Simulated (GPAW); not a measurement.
```yaml
crystal:
  lattice:
    - [3.13391, 0.00000, 0.00000]
    - [-1.56695, 2.71404, 0.00000]
    - [0.00000, 0.00000, 5.41677]
  atoms:
    - { symbol: Hf, position: [0.33333, 0.66667, 0.25000] }
    - { symbol: Hf, position: [0.66667, 0.33333, 0.75000] }
    - { symbol: N, position: [0.00000, 0.00000, 0.50000] }
    - { symbol: N, position: [0.00000, 0.00000, 0.00000] }
```

Space group P6₃/mmc; a structure from a database of computed crystals, not necessarily the ambient phase; computed pressure about −2 GPa in this cell.

Theory: Kohn-Sham DFT of a periodic cell, PBEsol, PAW data sets made by gpaw-setup for the functional (GPAW).

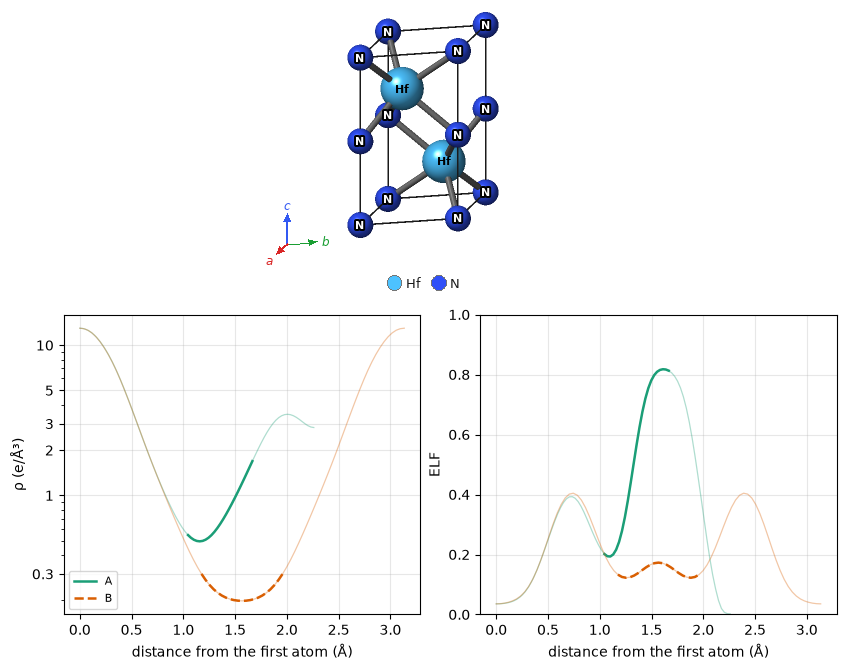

HfN. Valence pseudo-density and ELF along straight lines between neighbouring atoms. Thin, pale parts lie inside the atomic spheres. The structure is drawn too.

In a PAW calculation such maps are meaningful between the atoms, not at the nuclei.

> Which curve belongs to which contact (Hf–Hf and Hf–N)? The first atom named is at distance zero.

Curve A: Hf–N (2.26 Å): the density is about 0.5 e/Å³ at the midpoint; the ELF peaks at about 0.80 in the valence shell of N, 0.6 Å from its nucleus, and drops to about 0.20 between the two atoms: no shared electron pair shows on this line. Curve B: Hf–Hf (3.13 Å): ρ at the midpoint is about 0.2 e/Å³; the ELF is about 0.15 at the midpoint: no shared electron pair shows on this line.
